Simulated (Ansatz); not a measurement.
## H6PbCBr3N (Pm): spin-orbit coupling beyond the local functionals

Wanted: gaps of H6PbCBr3N (Pm) with and without spin-orbit coupling, with cost.

Calculated with Ansatz 0.2.0; density functionals with and without spin-orbit coupling, plane waves, PAW.

## 1. The structure

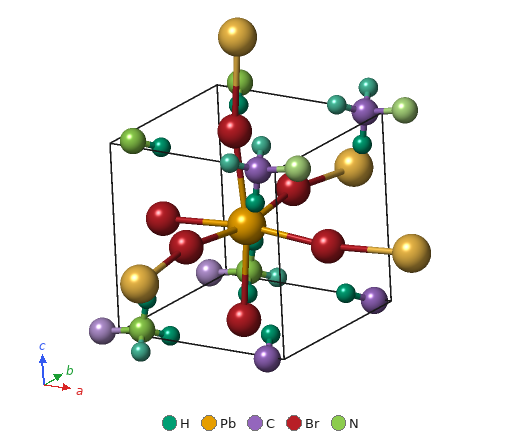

The cell as given, slightly off an axis (hydrogen teal, lead orange, carbon purple, bromine red, nitrogen green). Some periodic images of atoms are drawn too.

The cell and positions are those that the Materials Project relaxed with its own functionals (PBE, PBE+U or r2SCAN), kept fixed. Spin-orbit coupling is left out unless a step names it. The default PAW set here is soft_2. Its files were made with PBE.

## 2. HSE06, 2×2×2 mesh

This step: DFT, HSE06, plane waves, PAW.

Contents of input.yaml:

```yaml
crystal:
  lattice:
    - [6.038531, 0.0, 0.0]
    - [0.0, 6.05968, 0.0]
    - [-0.007679, 0.0, 6.128174]
  atoms:
    - { symbol: H, position: [0.218258, 0.862101, 0.96819] }
    - { symbol: H, position: [0.177786, 0.0, 0.198636] }
    - { symbol: H, position: [0.825095, 0.851944, 0.061619] }
    - { symbol: H, position: [0.869341, 0.0, 0.811715] }
    - { symbol: H, position: [0.825095, 0.148056, 0.061619] }
    - { symbol: H, position: [0.218258, 0.137899, 0.96819] }
    - { symbol: Pb, position: [0.475266, 0.5, 0.477994] }
    - { symbol: C, position: [0.897311, 0.0, 0.98852] }
    - { symbol: Br, position: [0.430028, 0.5, 0.972748] }
    - { symbol: Br, position: [0.434852, 0.0, 0.512708] }
    - { symbol: Br, position: [0.966538, 0.5, 0.440736] }
    - { symbol: "N", position: [0.140606, 0.0, 0.032465] }
kpoints:
  mp_grid: { grid: [2, 2, 2] }
  band_path:
    path:
      - [0.0, 0.0, 0.0]
      - [0.0, 0.5, 0.0]
      - [0.0, 0.5, 0.5]
      - [0.0, 0.0, 0.5]
      - [-0.5, 0.0, 0.5]
      - [-0.5, 0.5, 0.5]
      - [-0.5, 0.5, 0.0]
      - [-0.5, 0.0, 0.0]
      - [-0.5, 0.45, 0.5]
    npoints: 1
hamiltonian:
  xc: hse06
scf:
  occupations: { method: fixed }
  n_extra_bands: 8
output:
  eigenvalues: true
```

Launch:

```bash
$ ansatz run input.yaml --threads 3 --pin off --max-ram 92160MiB --backend cuda --events-out ev --progress --plain --runs-dir out --devices 1 --max-vram 13GiB
```

Numbers of over 12 decimals in the logs are rounded to 6 here.

Output:

```text
scf.n_extra_bands = 8 over 25 filled bands (N_el = 50.0): the run solves 33 bands
GPUs: using 1 of 1 available (devices: 1).
Engine: ansatz 0.2.0, x86_64-unknown-linux-gnu
Pseudopotentials: kind: paw
Pseudopotential: H, paw, valence charge 1, recommended cutoff 420 eV (normal), H.paw.azcp
Pseudopotential: Pb, paw, valence charge 14, recommended cutoff 420 eV (normal), Pb.paw.azcp
Pseudopotential: C, paw, valence charge 4, recommended cutoff 420 eV (normal), C.paw.azcp
Pseudopotential: Br, paw, valence charge 7, recommended cutoff 420 eV (normal), Br.paw.azcp
Pseudopotential: N, paw, valence charge 5, recommended cutoff 420 eV (normal), N.paw.azcp
Functional definition: HSE06
  parameter a = 0.25
  parameter omega = 0.11/bohr
  exchange = pbe_x - a*pbe_x_sr(omega) + a*exact_x_sr(omega)
  correlation = pbe_c
davidson cushion auto → on  (no smearing: the cushion is to keep the highest requested band from converging to the state above it; pin scf.eigensolver.cushion to override)
device memory: the entry about to start is reckoned to put 2.6 GiB on a device that reports 70.7 GiB free (of which the cap on the GPU budget leaves the run 13.0 GiB)
GPU FFT provider: cuFFT
GPU libraries: cuBLAS 13.8.2, cuFFT 12.4.0, cuSOLVER 12.3.4
Crystal: 12 atoms, lattice volume = 224.239 Å³
Basis set: ecut = 420 eV, 4385 PW (Γ)
Bands: 33, of which v1, the nominal top of the filled ones, is band 25 counted from 1 (24 counted from 0)
Symmetry: 2 space group operations
Space group: Pm (ITA 6), of the structure as read, at distance tolerance 6.1e-5 Å
k-points: 8
Non-local potential: H, projectors of the file, l = 0: 2, l = 1: 1
Non-local potential: Pb, projectors of the file, l = 0: 2, l = 1: 2, l = 2: 2, l = 3: 2
Non-local potential: C, projectors of the file, l = 0: 2, l = 1: 2, l = 2: 1
Non-local potential: Br, projectors of the file, l = 0: 2, l = 1: 2, l = 2: 2
Non-local potential: N, projectors of the file, l = 0: 2, l = 1: 2, l = 2: 1
PAW form: soft (Blöchl's): semilocal exchange-correlation on the pseudo side does not see the compensation charge
PAW frozen core: Pb, regenerated for the run's functional, and the local potential with it (the file was generated under x = pbe(κ = 0.804, μ = 0.219515), c = pbe(β = 0.066725))
PAW frozen core: C, regenerated for the run's functional, and the local potential with it (the file was generated under x = pbe(κ = 0.804, μ = 0.219515), c = pbe(β = 0.066725))
PAW frozen core: Br, regenerated for the run's functional, and the local potential with it (the file was generated under x = pbe(κ = 0.804, μ = 0.219515), c = pbe(β = 0.066725))
PAW frozen core: N, regenerated for the run's functional, and the local potential with it (the file was generated under x = pbe(κ = 0.804, μ = 0.219515), c = pbe(β = 0.066725))
[...]
GPU transforms: local potential and band sums: pruned to the plane-wave sphere, on 45×45×45
Exchange kernel: α = 0.2500, screened, ω = 0.2079 Å⁻¹, Wigner–Seitz truncation, v(0) = 983.1223 eV·Å³, q-mesh 2×2×2, nearest image of the exchange supercell L = 12.08 Å, pair-density grid 30×30×30, without the augmentation charges, whose exchange is taken in its separable form by FFT convolution over the k-point mesh (sized by the pseudopotential files, 45×45×45 at the most), smooth part of the exact exchange by density-matrix convolution in up to 2.53 GiB of GPU memory as planned if the GPU has room (build and FFT work areas not counted)
Frozen-core exchange: fock
SCF iter   1: F=—  HF=-21001.478175 eV  |F-HF|=—  |Δ(HF+E_count)|=         —  Δρ=3.07e-5  dr2=1.57e-6  ethr=5.25e-7  ⟨swp⟩=4.4  Hψ=671  notcnv=0
preconditioner: auto → none  [insulator: Δε(μ)=2.781 eV  Ē_g=15.175 eV  n_scr=32 (ndim 8)  ℏωp=17.2 eV  f_vac=0.114]
SCF iter   2: F=—  HF=-21001.478175 eV  |F-HF|=—  |Δ(HF+E_count)|=   4.06e-7  Δρ=1.29e-5  dr2=2.30e-7  ethr=2.20e-9  ⟨swp⟩=5.0  Hψ=982  notcnv=0
SCF iter   3: F=-21001.478175 eV  HF=-21001.478175 eV  |F-HF|=4.08e-8  |Δ(HF+E_count)|=   3.91e-7  Δρ=7.01e-6  dr2=7.58e-8  ethr=3.51e-10  ⟨swp⟩=6.8  Hψ=888  notcnv=0  defer=2
SCF 3 converged in 3 iterations: F = -21001.478175 eV  dr2 = 7.58e-8
hybrid outer 2: dexx = +7.080e-7 eV, tail = 1.72e-7 eV, Δε = 2.84e-3 eV (about 1.81e-4 eV left of the loop's levels)
device memory: the entry about to start is reckoned to put 1.0 GiB on a device that reports 74.5 GiB free (of which the cap on the GPU budget leaves the run 13.0 GiB)
NSCF: frozen V_eff on 9 k-points
hybrid SCF converged: 2 outer / 8 inner (+4 warm-up), last move |dexx| = 7.08e-7 eV, tail = 1.72e-7 eV
Stability not checked: this state was not tested for a lower state beside it, because the functional holds exact exchange (a hybrid, or Hartree-Fock), whose exchange loop this test does not read (fock_operator; see scf.lower_state_search)
Free energy (F): -21001.478175 eV
Frozen-core exchange: fock
Harris-Foulkes:  -21001.478176 eV  (|F-HF|=4.08e-8)
Internal energy: -21001.478175 eV  (E = F + TS)
E sigma→0 (E₀):  -21001.478175 eV
Fermi energy:    1.084147 eV
--- Per-component energies (eV) ---
  E_band       = -415.106051
  E_kinetic    = 989.229458
  E_local      = -3154.249106  (includes V_loc(G=0)·N_el)
  E_nonlocal   = 641.296800
  E_hartree    = 1111.656335
  E_xc         = -930.782545
  E_vxc        = -518.151861  (∫ρ·V_xc dr)
  E_exx        = -104.816527  (= α·E_x^exact, valence–valence)
  E_paw        = -17522.290590  (= ΣΔE_a)
  E_vpaw       = -386.905865  (= ΣTr[D̂ρ^β])
  E_aug_tail   = -0.007619  (compensation charges beyond the density's cutoff)
  E_ewald      = -2030.716275
  E_core_change = -0.798107  (= ΣΔE_core)
  E_smearing   = -0.000000  (= −TS)
  E_closure    = 0.000000  (closes the sum)
  Σ components = -21001.478175   (vs F -21001.478175, Δ=0.00e0)
--- Band table (eV; the first three rows and the last of 8) ---
  k-point 0: bands = [... 21 lower, -0.6837, -0.5612, -0.2512, -0.2297, 6.0494, 7.1839, 7.2741, 7.7437, ... 4 higher]
  k-point 1: bands = [... 21 lower, -0.5557, -0.5171, -0.2607, -0.0967, 4.6283, 7.1215, 7.2505, 7.5030, ... 4 higher]
  k-point 2: bands = [... 21 lower, -0.5583, -0.4645, -0.2558, -0.0855, 4.7173, 6.8852, 7.4512, 7.5212, ... 4 higher]
  k-point 7: bands = [... 21 lower, -0.4671, -0.0215, -0.0213, 1.0841, 3.8654, 3.8832, 4.0987, 7.3181, ... 4 higher]
```

Elapsed: 32 s, on 1 × NVIDIA H100 80GB HBM3 (shared by 6 runs) with 3 threads of AMD EPYC 7R13 (Zen 3), shared host; peak memory 1.2 GiB; 21 s of CPU time.

The column dr2 measures how far the density is from self-consistency, as an energy; F and HF (Harris–Foulkes) agree once it is small.

Numbers from this step:

| Item | Value |
| --- | --- |
| gap | 2.773 eV |
| valence top at | E |
| conduction bottom at | k = (-0.500, 0.450, 0.500) |
| least direct gap | 2.781 eV |
| exact-exchange fraction | 0.25 |

The gap is indirect, with the least direct gap 0.008 eV higher.

## 3. HSE06+SOC, 2×2×2 mesh

The many-body steps leave out spin-orbit coupling, so its effect is taken from a two-component run, with twice the bands.

This step: DFT, HSE06 with spin-orbit coupling, plane waves, PAW.

Edit input.yaml of step 2 so:

```diff
@@ -36,3 +36,6 @@
   occupations: { method: fixed }
-  n_extra_bands: 8
+  n_extra_bands: 16
+magnetization:
+  noncollinear: true
+  spin_orbit: true
 output:
```

Output:

```text
[...]
GPUs: using 1 of 1 available (devices: 1).
[...]
non-collinear run that drives no moment, with spin-orbit: no starting moment large enough to seed its density (crystal.atoms[].spin), no starting occupations that ask for one, no magnetisation constraint and no magnetic field, so the semilocal B_xc is pinned to zero
[...]
GPU FFT provider: cuFFT
GPU libraries: cuBLAS 13.8.2, cuFFT 12.4.0, cuSOLVER 12.3.4
Crystal: 12 atoms, lattice volume = 224.239 Å³
Basis set: ecut = 420 eV, 4385 PW (Γ)
Bands: 66, of which v1, the nominal top of the filled ones, is band 50 counted from 1 (49 counted from 0)
Symmetry: 2 space group operations + 2 with time reversal
[...]
k-points: 8
Projection manifold: j_resolved (fully-relativistic pseudo-atomic orbitals)
[...]
GPU buffer pool allocated for 91125 grid points (all kernels)
[...]
SCF iter   1: F=—  HF=-21033.754307 eV  |F-HF|=—  |Δ(HF+E_count)|=         —  Δρ=6.19e-2  dr2=8.08e0  dr2_m=0.00e0 (ungated)  ethr=1.00e-1  |M|=0.00e0 ∫|m|=0.00e0 μB  |m|>n=0.0e0 m-floor=0.0e0 τ_xc=0.0e0  β_m=0.30  ⟨swp⟩=5.1  Hψ=1980  notcnv=0
[...]
SCF iter   6: F=-21031.428320 eV  HF=-21031.428316 eV  |F-HF|=3.40e-6  |Δ(HF+E_count)|=   8.13e-5  Δρ=1.81e-4  dr2=4.42e-5  dr2_m=0.00e0 (ungated)  ethr=1.31e-6  |M|=0.00e0 ∫|m|=0.00e0 μB  |m|>n=0.0e0 m-floor=0.0e0 τ_xc=0.0e0  ⟨swp⟩=3.9  Hψ=1421  notcnv=0
SCF 1 stopped early in 6 iterations: F = -21031.428320 eV  dr2 = 4.42e-5
[...]
GPU FFT provider: cuFFT
GPU libraries: cuBLAS 13.8.2, cuFFT 12.4.0, cuSOLVER 12.3.4
Projection manifold: j_resolved (fully-relativistic pseudo-atomic orbitals)
[...]
GPU buffer pool allocated for 91125 grid points (all kernels)
[...]
Frozen-core exchange: fock
SCF iter   1: F=—  HF=-21009.728218 eV  |F-HF|=—  |Δ(HF+E_count)|=         —  Δρ=4.53e-3  dr2=4.40e-2  dr2_m=0.00e0 (ungated)  ethr=8.83e-7  |M|=0.00e0 ∫|m|=0.00e0 μB  |m|>n=0.0e0 m-floor=0.0e0 τ_xc=0.0e0  β_m=0.30  ⟨swp⟩=10.2  Hψ=3257  notcnv=0
[...]
SCF iter   6: F=-21009.722987 eV  HF=-21009.722990 eV  |F-HF|=3.81e-6  |Δ(HF+E_count)|=   1.32e-4  Δρ=5.66e-5  dr2=7.90e-6  dr2_m=0.00e0 (ungated)  ethr=9.25e-9  |M|=0.00e0 ∫|m|=0.00e0 μB  |m|>n=0.0e0 m-floor=0.0e0 τ_xc=0.0e0  ⟨swp⟩=6.9  Hψ=2266  notcnv=0  defer=16
SCF 2 stopped early in 6 iterations: F = -21009.722987 eV  dr2 = 7.90e-6
[...]
hybrid outer 1: dexx = +1.370e-2 eV, tail = 5.53e-5 eV
GPU FFT provider: cuFFT
GPU libraries: cuBLAS 13.8.2, cuFFT 12.4.0, cuSOLVER 12.3.4
Projection manifold: j_resolved (fully-relativistic pseudo-atomic orbitals)
GPU buffer pool allocated for 91125 grid points (all kernels)
[...]
Frozen-core exchange: fock
SCF iter   1: F=—  HF=-21009.723613 eV  |F-HF|=—  |Δ(HF+E_count)|=         —  Δρ=3.03e-5  dr2=1.55e-6  dr2_m=0.00e0 (ungated)  ethr=5.53e-7  |M|=0.00e0 ∫|m|=0.00e0 μB  |m|>n=0.0e0 m-floor=0.0e0 τ_xc=0.0e0  β_m=0.30  ⟨swp⟩=4.8  Hψ=1325  notcnv=0
[...]
SCF iter   4: F=-21009.723614 eV  HF=-21009.723614 eV  |F-HF|=2.04e-8  |Δ(HF+E_count)|=   3.94e-7  Δρ=4.56e-6  dr2=3.43e-8  dr2_m=0.00e0 (ungated)  ethr=1.83e-10  |M|=0.00e0 ∫|m|=0.00e0 μB  |m|>n=0.0e0 m-floor=0.0e0 τ_xc=0.0e0  ⟨swp⟩=6.9  Hψ=1991  notcnv=0  defer=12
SCF 3 converged in 4 iterations: F = -21009.723614 eV  dr2 = 3.43e-8
[...]
NSCF: frozen V_eff on 9 k-points
[...]
Magnetization: |M| = 0.0000 μB,  M = (+0.0000, +0.0000, +0.0000) μB
Absolute magnetization: 0.0000 μB (∫|m|)
  site 0: m = (+0.0000, +0.0000, +0.0000) μB, |m| = 0.0000 μB  (R = 0.43 Å)
  site 1: m = (+0.0000, +0.0000, +0.0000) μB, |m| = 0.0000 μB  (R = 0.43 Å)
  site 2: m = (+0.0000, +0.0000, +0.0000) μB, |m| = 0.0000 μB  (R = 0.45 Å)
  site 3: m = (+0.0000, +0.0000, +0.0000) μB, |m| = 0.0000 μB  (R = 0.45 Å)
  site 4: m = (+0.0000, +0.0000, +0.0000) μB, |m| = 0.0000 μB  (R = 0.45 Å)
  site 5: m = (+0.0000, +0.0000, +0.0000) μB, |m| = 0.0000 μB  (R = 0.43 Å)
  site 6: m = (+0.0000, +0.0000, +0.0000) μB, |m| = 0.0000 μB  (R = 1.23 Å)
  site 7: m = (+0.0000, +0.0000, +0.0000) μB, |m| = 0.0000 μB  (R = 0.45 Å)
  site 8: m = (+0.0000, +0.0000, +0.0000) μB, |m| = 0.0000 μB  (R = 1.05 Å)
  site 9: m = (+0.0000, +0.0000, +0.0000) μB, |m| = 0.0000 μB  (R = 1.02 Å)
  site 10: m = (+0.0000, +0.0000, +0.0000) μB, |m| = 0.0000 μB  (R = 1.23 Å)
  site 11: m = (+0.0000, +0.0000, +0.0000) μB, |m| = 0.0000 μB  (R = 0.43 Å)
Free energy (F): -21009.723614 eV
Frozen-core exchange: fock
[...]
Internal energy: -21009.723614 eV  (E = F + TS)
E sigma→0 (E₀):  -21009.723614 eV
Fermi energy:    1.143870 eV
[...]
--- Band table (eV; the first three rows and the last of 8) ---
  k-point 0: bands = [... 46 lower, -0.2973, -0.2973, -0.1015, -0.1015, 6.0132, 6.0132, 6.2777, 6.2777, ... 12 higher]
  k-point 1: bands = [... 46 lower, -0.2054, -0.2054, -0.0447, -0.0447, 4.3080, 4.3080, 6.9036, 6.9036, ... 12 higher]
  k-point 2: bands = [... 46 lower, -0.1991, -0.1991, -0.0210, -0.0210, 4.3678, 4.3678, 6.7672, 6.7672, ... 12 higher]
  k-point 7: bands = [... 46 lower, 0.0874, 0.0874, 1.1439, 1.1439, 2.7175, 2.7175, 4.3570, 4.3570, ... 12 higher]
```

Elapsed: 65 s, on 1 × NVIDIA H100 80GB HBM3 (shared by 6 runs) with 3 threads; peak memory 1.6 GiB; 60 s of CPU time.

This step gave:

```
gap                     : 1.530 eV
valence top at          : E
conduction bottom at    : k = (-0.500, 0.450, 0.500)
least direct gap        : 1.537 eV
exact-exchange fraction : 0.25
```

The gap stands −1.24 eV against HSE06.

## 4. Together

Times are wall times on 1 × NVIDIA H100 80GB HBM3 (shared by 6 runs) with 3 threads of AMD EPYC 7R13 (Zen 3), shared host, good to a factor of about two.

| level | gap (eV) | with coupling (eV) | change (eV) | time | with coupling |
| --- | --- | --- | --- | --- | --- |
| HSE06 | 2.77 | 1.53 | −1.24 | 32 s | 65 s |

## 5. Summary of results

```yaml
hse06: 2.77 eV
hse06_soc: 1.53 eV
```

Spin-orbit coupling changes the gap by −1.24 eV and the least direct gap by −1.24 eV.

[Paths, hosts, dates, memory and timing lines, banners, echoed tables and standing remarks are left out of the program output.]

[Logs are printed without paths, hosts, clocks, repeated set-up lines and the standing remarks that a program may print on its own settings, such as how far it seeks lower states.]

[Runs of the session that timed out or met a known fault of the program may be left out.]

[Cells called generated may have been cut or substituted from an entry of the Crystallography Open Database or the Materials Project.]

[Hosts, paths, dates, database ids (printed as entryN), source tags and the programs' standing remarks are cut or masked in the printed files.]
